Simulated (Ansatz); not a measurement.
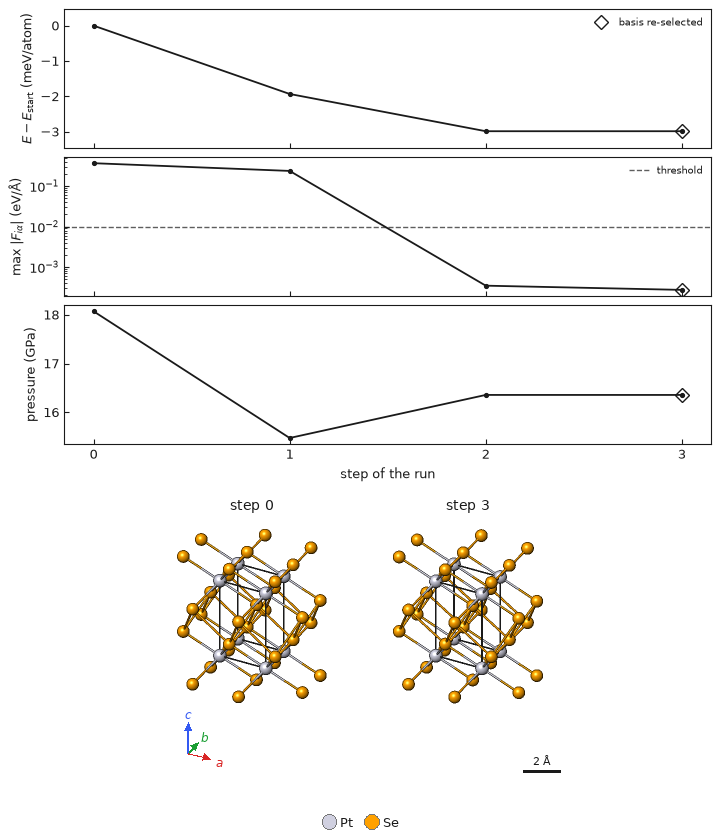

First and last geometry of a relaxation of crystalline PtSe₂ (set up in P-3m1), with the history of the run. A ball-and-stick model of the cell of the calculation, seen slightly off an axis.

Case: volume × 0.88, shape and atoms relaxed.

Computed with DFT PBEsol+D3(BJ), scalar-relativistic, plane waves, PAW (Ansatz). Settings: plane-wave cutoff 420 eV; k-point mesh 12 × 12 × 8; occupations gaussian; smearing width 0.1 eV; no spin polarisation; cell relaxed at fixed volume; force threshold 0.01 eV/Å; at most 30 steps.

Q: Did the run converge, and what did it change?

A: It converged. The largest moves relative to the cell, 0.017 Å, are those of Se atoms. Pt stays in place. The drawn cell changes at constant volume: a = b 3.640 → 3.657 Å (+0.5 %), c 4.304 → 4.265 Å (−0.9 %). Some distances before and after: Se–Se 2.798 → 2.772 Å, Pt–Se 2.434 → 2.446 Å. The space group stays P-3m1 (No. 164). The energy falls by 3.0 meV per atom in 2 accepted moves (3 points after the start). The largest force component goes from 0.37 to 0.00027 eV/Å. Pressure: 18.07 GPa at the start and 16.36 GPa at the end. At 1 point the geometry stayed and the basis and grid were re-selected for the new cell (energy shift of less than 0.05 meV per atom at most each time).
